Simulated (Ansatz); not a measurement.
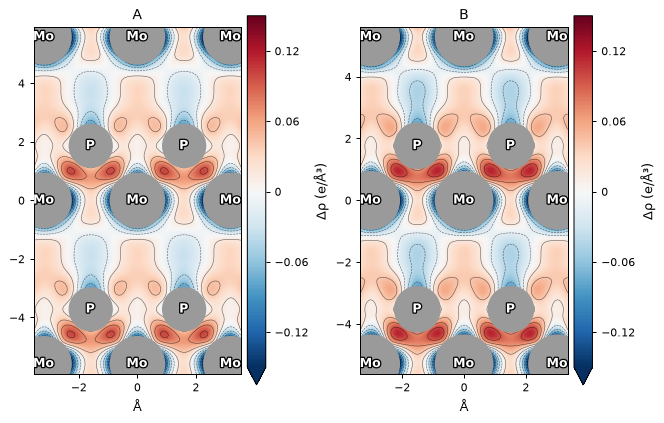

MoP: deformation density on the (110) plane of the conventional cell at two volumes, with the same fractional coordinates and one colour scale. Grey discs cover the cores.

Space group P-6m2.

Level of theory: Ansatz 0.2.0, DFT LDA, scalar-relativistic, plane waves, PAW.

**How do the two volumes compare, and how does the bonding charge respond?**

A is the larger cell: B has 85 % of the volume of A.
The pressure is −7 GPa in A and 44 GPa in B.
Bader charges in A: Mo +0.67 and P −0.67 e; in B: Mo +0.56 and P −0.56 e.
The rearranged charge is 0.26 e an atom in A and 0.25 e in B.

Run times: 23 s (base cell) and 14 s (scaled cell), on 1 thread of Intel(R) Xeon(R) 6975P-C (Granite Rapids), with other jobs on the host.
